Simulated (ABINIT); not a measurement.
## BP: geometry relaxation (part 2 of 2)

The same run, continued: BP (2 atoms in the cell); Kohn-Sham DFT of a periodic cell, LDA, HGH LDA, no spin polarisation (ABINIT 10.8.3); cutoff 707.5 eV, 8×8×8 k-mesh, fermi-dirac of 0.05 eV. The structure derives from an entry of the Crystallography Open Database.

Geometry of the input (Å; fractional positions):
```
0.0000  2.2690  2.2690
2.2690  0.0000  2.2690
2.2690  2.2690  0.0000
P  0.7500  0.7500  0.7500
B  0.0000  0.0000  0.0000
```

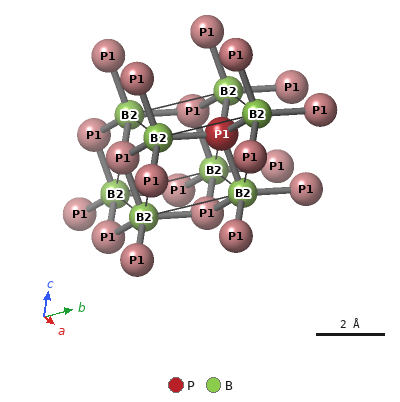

The geometry at step 2 of the log (ball-and-stick view of the cell of the calculation, seen slightly off an axis; neighbours outside the cell are drawn fainter; atoms are numbered from 1 in the order of the input).

**Log, continued**
```
 Cartesian coordinates (xcart) [bohr]
  6.39076999889409E+00  6.39076999889409E+00  6.39076999889409E+00
  0.00000000000000E+00  0.00000000000000E+00  0.00000000000000E+00
 Reduced coordinates (xred)
  7.50000000000000E-01  7.50000000000000E-01  7.50000000000000E-01
  0.00000000000000E+00  0.00000000000000E+00  0.00000000000000E+00
 Cartesian forces (fcart) [Ha/bohr]; max,rms= 0.00000E+00 0.00000E+00 (free atoms)
 -0.00000000000000E+00 -0.00000000000000E+00 -0.00000000000000E+00
 -0.00000000000000E+00 -0.00000000000000E+00 -0.00000000000000E+00
 Gradient of E wrt nuclear positions in reduced coordinates (gred)
  0.00000000000000E+00  0.00000000000000E+00  0.00000000000000E+00
  0.00000000000000E+00  0.00000000000000E+00  0.00000000000000E+00
 Scale of Primitive Cell (acell) [bohr]
  6.02527573762874E+00  6.02527573762874E+00  6.02527573762874E+00
 Real space primitive translations (rprimd) [bohr]
  0.00000000000000E+00  4.26051333259606E+00  4.26051333259606E+00
  4.26051333259606E+00  0.00000000000000E+00  4.26051333259606E+00
  4.26051333259606E+00  4.26051333259606E+00  0.00000000000000E+00
 Unitary Cell Volume (ucvol) [Bohr^3]=  1.54673453263317E+02
 Angles (23,13,12)= [degrees]
  6.00000000000000E+01  6.00000000000000E+01  6.00000000000000E+01
 Lengths [Bohr]
  6.02527573762874E+00  6.02527573762874E+00  6.02527573762874E+00
 Stress tensor in cartesian coordinates (strten) [Ha/bohr^3]
  1.11288289999874E-04  0.00000000000000E+00  0.00000000000000E+00
  0.00000000000000E+00  1.11288289999874E-04  0.00000000000000E+00
  0.00000000000000E+00  0.00000000000000E+00  1.11288289999874E-04
 Total energy (etotal) [Ha]= -9.50745338164878E+00

 Difference of energy with previous step (new-old):
           Absolute (Ha)=-4.87366E-04
           Relative     =-5.12627E-05

--- Iteration: ( 3/50) Internal Cycle: (1/1)
--------------------------------------------------------------------------------

---SELF-CONSISTENT-FIELD CONVERGENCE--------------------------------------------

--- !BeginCycle
iteration_state: {dtset: 1, itime: 3, icycle: 1, }
solver: {iscf: 7, nstep: 80, nline: 4, wfoptalg: 0, }
tolerances: {tolvrs: 1.00E-12, }
...

     iter   Etot(hartree)      deltaE(h)  residm     vres2
 ETOT  1  -9.5074665872459    -9.507E+00 1.166E-03 8.289E-01
 ETOT  2  -9.5075992379576    -1.327E-04 2.432E-06 1.110E-01
 ETOT  3  -9.5076257372803    -2.650E-05 1.926E-06 3.842E-03
 ETOT  4  -9.5076264979118    -7.606E-07 2.217E-07 1.157E-05
 ETOT  5  -9.5076264985383    -6.266E-10 5.000E-08 4.039E-08
 ETOT  6  -9.5076264985416    -3.224E-12 1.404E-08 4.909E-10
 ETOT  7  -9.5076264985417    -8.704E-14 4.750E-09 2.407E-12
 ETOT  8  -9.5076264985416     7.283E-14 1.620E-09 6.780E-15

 At SCF step    8       vres2   =  6.78E-15 < tolvrs=  1.00E-12 =>converged.

 Cartesian components of stress tensor (hartree/bohr^3)
  sigma(1 1)= -3.11348029E-06  sigma(3 2)=  0.00000000E+00
  sigma(2 2)= -3.11348029E-06  sigma(3 1)=  0.00000000E+00
  sigma(3 3)= -3.11348029E-06  sigma(2 1)=  0.00000000E+00

--- !ResultsGS
iteration_state: {dtset: 1, itime: 3, icycle: 1, }
comment   : Summary of ground state results
lattice_vectors:
- [  0.0000000,   4.2315628,   4.2315628, ]
- [  4.2315628,   0.0000000,   4.2315628, ]
- [  4.2315628,   4.2315628,   0.0000000, ]
lattice_lengths: [   5.98433,    5.98433,    5.98433, ]
lattice_angles: [ 60.000,  60.000,  60.000, ] # degrees, (23, 13, 12)
lattice_volume:   1.5154177E+02
convergence: {deltae:  7.283E-14, res2:  6.780E-15, residm:  1.620E-09, diffor: null, }
etotal    :  -9.50762650E+00
entropy   :   0.00000000E+00
fermie    :   3.92303988E-01
cartesian_stress_tensor: # hartree/bohr^3
- [ -3.11348029E-06,   0.00000000E+00,   0.00000000E+00, ]
- [  0.00000000E+00,  -3.11348029E-06,   0.00000000E+00, ]
- [  0.00000000E+00,   0.00000000E+00,  -3.11348029E-06, ]
pressure_GPa:   9.1602E-02
xred      :
- [  7.5000E-01,   7.5000E-01,   7.5000E-01,  P]
- [  0.0000E+00,   0.0000E+00,   0.0000E+00,  B]
cartesian_forces: # hartree/bohr
- [ -0.00000000E+00,  -0.00000000E+00,  -0.00000000E+00, ]
- [ -0.00000000E+00,  -0.00000000E+00,  -0.00000000E+00, ]
force_length_stats: {min:   0.00000000E+00, max:   0.00000000E+00, mean:   0.00000000E+00, }
...

 Integrated electronic density in atomic spheres:
 ------------------------------------------------
 Atom  Sphere_radius  Integrated_density
    1        2.00000          2.93940653
    2        2.00000          2.76663065

---OUTPUT-----------------------------------------------------------------------

 Cartesian coordinates (xcart) [bohr]
  6.34734419610810E+00  6.34734419610810E+00  6.34734419610810E+00
  0.00000000000000E+00  0.00000000000000E+00  0.00000000000000E+00
 Reduced coordinates (xred)
  7.50000000000000E-01  7.50000000000000E-01  7.50000000000000E-01
  0.00000000000000E+00  0.00000000000000E+00  0.00000000000000E+00
 Cartesian forces (fcart) [Ha/bohr]; max,rms= 0.00000E+00 0.00000E+00 (free atoms)
 -0.00000000000000E+00 -0.00000000000000E+00 -0.00000000000000E+00
 -0.00000000000000E+00 -0.00000000000000E+00 -0.00000000000000E+00
 Gradient of E wrt nuclear positions in reduced coordinates (gred)
  0.00000000000000E+00  0.00000000000000E+00  0.00000000000000E+00
  0.00000000000000E+00  0.00000000000000E+00  0.00000000000000E+00
 Scale of Primitive Cell (acell) [bohr]
  5.98433349812415E+00  5.98433349812415E+00  5.98433349812415E+00
 Real space primitive translations (rprimd) [bohr]
  0.00000000000000E+00  4.23156279740540E+00  4.23156279740540E+00
  4.23156279740540E+00  0.00000000000000E+00  4.23156279740540E+00
  4.23156279740540E+00  4.23156279740540E+00  0.00000000000000E+00
 Unitary Cell Volume (ucvol) [Bohr^3]=  1.51541773860285E+02
 Angles (23,13,12)= [degrees]
  6.00000000000000E+01  6.00000000000000E+01  6.00000000000000E+01
 Lengths [Bohr]
  5.98433349812415E+00  5.98433349812415E+00  5.98433349812415E+00
 Stress tensor in cartesian coordinates (strten) [Ha/bohr^3]
 -3.11348029308190E-06  0.00000000000000E+00  0.00000000000000E+00
  0.00000000000000E+00 -3.11348029308190E-06  0.00000000000000E+00
  0.00000000000000E+00  0.00000000000000E+00 -3.11348029308168E-06
 Total energy (etotal) [Ha]= -9.50762649854158E+00

 Difference of energy with previous step (new-old):
           Absolute (Ha)=-1.73117E-04
           Relative     =-1.82084E-05

--- Iteration: ( 4/50) Internal Cycle: (1/1)
--------------------------------------------------------------------------------

---SELF-CONSISTENT-FIELD CONVERGENCE--------------------------------------------

--- !BeginCycle
iteration_state: {dtset: 1, itime: 4, icycle: 1, }
solver: {iscf: 7, nstep: 80, nline: 4, wfoptalg: 0, }
tolerances: {tolvrs: 1.00E-12, }
...

     iter   Etot(hartree)      deltaE(h)  residm     vres2
 ETOT  1  -9.5076265072846    -9.508E+00 4.921E-09 6.065E-04
 ETOT  2  -9.5076266047523    -9.747E-08 1.742E-09 8.169E-05
 ETOT  3  -9.5076266242988    -1.955E-08 1.356E-09 2.764E-06
 ETOT  4  -9.5076266248443    -5.455E-10 2.100E-10 8.499E-09
 ETOT  5  -9.5076266248448    -4.654E-13 2.976E-11 3.035E-11
 ETOT  6  -9.5076266248448    -4.974E-14 1.289E-11 3.473E-13

 At SCF step    6       vres2   =  3.47E-13 < tolvrs=  1.00E-12 =>converged.

 Cartesian components of stress tensor (hartree/bohr^3)
  sigma(1 1)=  7.58925733E-08  sigma(3 2)=  0.00000000E+00
  sigma(2 2)=  7.58925733E-08  sigma(3 1)=  0.00000000E+00
  sigma(3 3)=  7.58925733E-08  sigma(2 1)=  0.00000000E+00

--- !ResultsGS
iteration_state: {dtset: 1, itime: 4, icycle: 1, }
comment   : Summary of ground state results
lattice_vectors:
- [  0.0000000,   4.2323352,   4.2323352, ]
- [  4.2323352,   0.0000000,   4.2323352, ]
- [  4.2323352,   4.2323352,   0.0000000, ]
lattice_lengths: [   5.98543,    5.98543,    5.98543, ]
lattice_angles: [ 60.000,  60.000,  60.000, ] # degrees, (23, 13, 12)
lattice_volume:   1.5162477E+02
convergence: {deltae: -4.974E-14, res2:  3.473E-13, residm:  1.289E-11, diffor: null, }
etotal    :  -9.50762662E+00
entropy   :   0.00000000E+00
fermie    :   3.92027301E-01
cartesian_stress_tensor: # hartree/bohr^3
- [  7.58925733E-08,   0.00000000E+00,   0.00000000E+00, ]
- [  0.00000000E+00,   7.58925733E-08,   0.00000000E+00, ]
- [  0.00000000E+00,   0.00000000E+00,   7.58925733E-08, ]
pressure_GPa:  -2.2328E-03
xred      :
- [  7.5000E-01,   7.5000E-01,   7.5000E-01,  P]
- [  0.0000E+00,   0.0000E+00,   0.0000E+00,  B]
cartesian_forces: # hartree/bohr
- [ -0.00000000E+00,  -0.00000000E+00,  -0.00000000E+00, ]
- [ -0.00000000E+00,  -0.00000000E+00,  -0.00000000E+00, ]
force_length_stats: {min:   0.00000000E+00, max:   0.00000000E+00, mean:   0.00000000E+00, }
...

 Integrated electronic density in atomic spheres:
 ------------------------------------------------
 Atom  Sphere_radius  Integrated_density
    1        2.00000          2.94011156
    2        2.00000          2.76657434

---OUTPUT-----------------------------------------------------------------------

 Cartesian coordinates (xcart) [bohr]
  6.34850275253786E+00  6.34850275253786E+00  6.34850275253786E+00
  0.00000000000000E+00  0.00000000000000E+00  0.00000000000000E+00
 Reduced coordinates (xred)
  7.50000000000000E-01  7.50000000000000E-01  7.50000000000000E-01
  0.00000000000000E+00  0.00000000000000E+00  0.00000000000000E+00
 Cartesian forces (fcart) [Ha/bohr]; max,rms= 0.00000E+00 0.00000E+00 (free atoms)
 -0.00000000000000E+00 -0.00000000000000E+00 -0.00000000000000E+00
 -0.00000000000000E+00 -0.00000000000000E+00 -0.00000000000000E+00
 Gradient of E wrt nuclear positions in reduced coordinates (gred)
  0.00000000000000E+00  0.00000000000000E+00  0.00000000000000E+00
  0.00000000000000E+00  0.00000000000000E+00  0.00000000000000E+00
 Scale of Primitive Cell (acell) [bohr]
  5.98542579560131E+00  5.98542579560131E+00  5.98542579560131E+00
 Real space primitive translations (rprimd) [bohr]
  0.00000000000000E+00  4.23233516835857E+00  4.23233516835857E+00
  4.23233516835857E+00  0.00000000000000E+00  4.23233516835857E+00
  4.23233516835857E+00  4.23233516835857E+00  0.00000000000000E+00
 Unitary Cell Volume (ucvol) [Bohr^3]=  1.51624770026432E+02
 Angles (23,13,12)= [degrees]
  6.00000000000000E+01  6.00000000000000E+01  6.00000000000000E+01
 Lengths [Bohr]
  5.98542579560131E+00  5.98542579560131E+00  5.98542579560131E+00
 Stress tensor in cartesian coordinates (strten) [Ha/bohr^3]
  7.58925732917415E-08  0.00000000000000E+00  0.00000000000000E+00
  0.00000000000000E+00  7.58925732915246E-08  0.00000000000000E+00
  0.00000000000000E+00  0.00000000000000E+00  7.58925732921752E-08
 Total energy (etotal) [Ha]= -9.50762662484481E+00

 Difference of energy with previous step (new-old):
           Absolute (Ha)=-1.26303E-07
           Relative     =-1.32844E-08

 At Broyd/MD step   4, gradients are converged :
  max grad (force/stress) = 7.5893E-06 < tolmxf= 2.0000E-05 ha/bohr (free atoms)

================================================================================

 ----iterations are completed or convergence reached----

 Mean square residual over all n,k,spin=   78.017E-15; max=  12.886E-12
 reduced coordinates (array xred) for    2 atoms
       0.750000000000      0.750000000000      0.750000000000
       0.000000000000      0.000000000000      0.000000000000
 rms dE/dt=  0.0000E+00; max dE/dt=  0.0000E+00; dE/dt below (all hartree)
    1       0.000000000000      0.000000000000      0.000000000000
    2       0.000000000000      0.000000000000      0.000000000000

 cartesian coordinates (angstrom) at end:
    1      3.35948297771889     3.35948297771889     3.35948297771889
    2      0.00000000000000     0.00000000000000     0.00000000000000

 cartesian forces (hartree/bohr) at end:
    1     -0.00000000000000    -0.00000000000000    -0.00000000000000
    2     -0.00000000000000    -0.00000000000000    -0.00000000000000
 frms,max,avg= 0.0000000E+00 0.0000000E+00   0.000E+00  0.000E+00  0.000E+00 h/b

 cartesian forces (eV/Angstrom) at end:
    1     -0.00000000000000    -0.00000000000000    -0.00000000000000
    2     -0.00000000000000    -0.00000000000000    -0.00000000000000
 frms,max,avg= 0.0000000E+00 0.0000000E+00   0.000E+00  0.000E+00  0.000E+00 e/A
 length scales=  5.985425795601  5.985425795601  5.985425795601 bohr
              =  3.167350926434  3.167350926434  3.167350926434 angstroms
 Fermi (or HOMO) energy (hartree) =   0.39203   Average Vxc (hartree)=  -0.40342
 Eigenvalues (hartree) for nkpt=  29  k points:
 kpt#   1, nband=  8, wtk=  0.00195, kpt=  0.0000  0.0000  0.0000 (reduced coord)
  -0.20748    0.37084    0.37084    0.37084    0.49788    0.49788    0.49788    0.65991
      occupation numbers for kpt#   1
   2.00000    1.99998    1.99998    1.99998    0.00000    0.00000    0.00000    0.00000
 prteigrs : prtvol=0 or 1, do not print more k-points.

--- !EnergyTerms
iteration_state     : {dtset: 1, itime: 4, icycle: 1, }
comment             : Components of total free energy in Hartree
kinetic             :  4.82708060390676E+00
hartree             :  6.10443746659744E-01
xc                  : -2.83228351120307E+00
Ewald energy        : -1.06290843271338E+01
psp_core            : -1.60838557748174E-01
local_psp           : -2.89999156770177E+00
non_local_psp       :  1.57704699389694E+00
internal            : -9.50762661932342E+00
'-kT*entropy'       : -5.52138852914574E-09
total_energy        : -9.50762662484481E+00
total_energy_eV     : -2.58715700371225E+02
band_energy         :  1.02598491886677E+00
...

 Cartesian components of stress tensor (hartree/bohr^3)
  sigma(1 1)=  7.58925733E-08  sigma(3 2)=  0.00000000E+00
  sigma(2 2)=  7.58925733E-08  sigma(3 1)=  0.00000000E+00
  sigma(3 3)=  7.58925733E-08  sigma(2 1)=  0.00000000E+00

-Cartesian components of stress tensor (GPa)         [Pressure= -2.2328E-03 GPa]
- sigma(1 1)=  2.23283659E-03  sigma(3 2)=  0.00000000E+00
- sigma(2 2)=  2.23283659E-03  sigma(3 1)=  0.00000000E+00
- sigma(3 3)=  2.23283659E-03  sigma(2 1)=  0.00000000E+00

== END DATASET(S) ==============================================================
================================================================================

 -outvars: echo values of variables after computation  --------
            acell      5.9854257956E+00  5.9854257956E+00  5.9854257956E+00 Bohr
           etotal     -9.5076266248E+00
            fcart     -0.0000000000E+00 -0.0000000000E+00 -0.0000000000E+00
                      -0.0000000000E+00 -0.0000000000E+00 -0.0000000000E+00
            rprim      0.0000000000E+00  7.0710678119E-01  7.0710678119E-01
                       7.0710678119E-01  0.0000000000E+00  7.0710678119E-01
                       7.0710678119E-01  7.0710678119E-01  0.0000000000E+00
           strten      7.5892573292E-08  7.5892573292E-08  7.5892573292E-08
                       0.0000000000E+00  0.0000000000E+00  0.0000000000E+00
           xangst      3.3594829777E+00  3.3594829777E+00  3.3594829777E+00
                       0.0000000000E+00  0.0000000000E+00  0.0000000000E+00
             xred      7.5000000000E-01  7.5000000000E-01  7.5000000000E-01
                       0.0000000000E+00  0.0000000000E+00  0.0000000000E+00
 Calculation completed.
```

**Trajectory as extended XYZ (Å, eV, eV/Å), 4 frames, from step=0 to step=3**
```
2
Lattice="0.0000 2.2690 2.2690 2.2690 0.0000 2.2690 2.2690 2.2690 0.0000" Properties=species:S:1:pos:R:3:forces:R:3 step=0 energy=-258.69772
P     3.4035    3.4035    3.4035    0.0000   0.0000   0.0000
B     0.0000    0.0000    0.0000    0.0000   0.0000   0.0000
2
Lattice="0.0000 2.2546 2.2546 2.2546 0.0000 2.2546 2.2546 2.2546 0.0000" Properties=species:S:1:pos:R:3:forces:R:3 step=1 energy=-258.71099
P     3.3819    3.3819    3.3819    0.0000   0.0000   0.0000
B     0.0000    0.0000    0.0000    0.0000   0.0000   0.0000
2
Lattice="0.0000 2.2392 2.2392 2.2392 0.0000 2.2392 2.2392 2.2392 0.0000" Properties=species:S:1:pos:R:3:forces:R:3 step=2 energy=-258.71570
P     3.3589    3.3589    3.3589    0.0000   0.0000   0.0000
B     0.0000    0.0000    0.0000    0.0000   0.0000   0.0000
2
Lattice="0.0000 2.2397 2.2397 2.2397 0.0000 2.2397 2.2397 2.2397 0.0000" Properties=species:S:1:pos:R:3:forces:R:3 step=3 energy=-258.71570
P     3.3595    3.3595    3.3595    0.0000   0.0000   0.0000
B     0.0000    0.0000    0.0000    0.0000   0.0000   0.0000
```

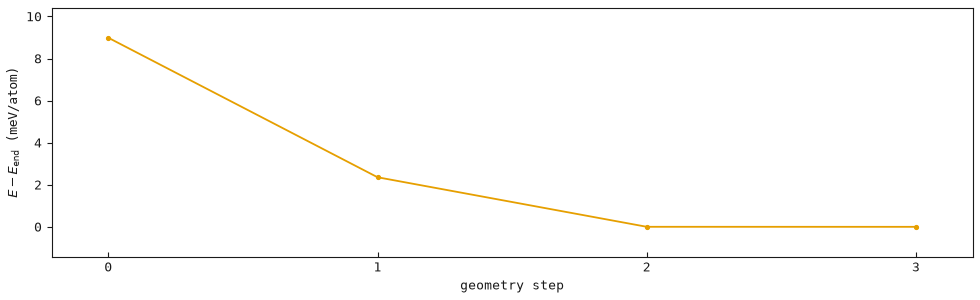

Progress of the relaxation, step by step (steps are counted from 0).

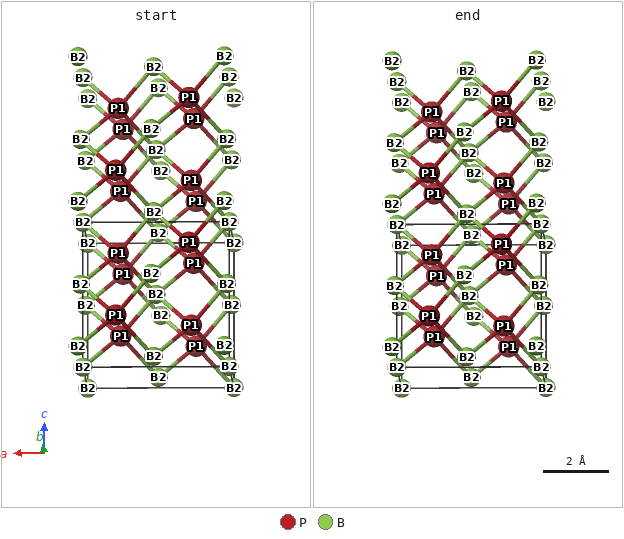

Before (left) and after (right) the relaxation, at one scale (ball-and-stick view of the cell 4 times as large as that of the calculation, set on its symmetry axes, repeated 1 × 2 × 2, seen at an oblique angle). The energy falls by 9.0 meV per atom in 3 geometry steps. All forces vanish by symmetry, so only the cell relaxes. The atoms keep their places relative to the cell (all moves are under 0.005 Å). Cell: a = b = c 4.538 → 4.479 Å (−1.3 %). Volume −3.8 %. Among the contacts that change: P1–B2 1.965 → 1.940 Å. The space group stays F-43m (No. 216). (Atoms are counted from 1 in the order of the input.)

**Key numbers**

- outcome: converged
- space group (tolerance 0.01 Å): F-43m (216)
- electrons treated: 8
- free energy: −258.7157 eV
- Fermi energy: 10.668 eV
- gap on the k-point mesh: 1.19 eV
- pressure: 0.00 GPa
- final volume: 22.47 Å³
- largest force (length of the vector) at the end: under 0.001 eV/Å
- final cell: a = 3.167 Å, b = 3.167 Å, c = 3.167 Å, α = 60.00°, β = 60.00°, γ = 60.00°
- wall time: 27 s
- peak memory: 0.07 GiB
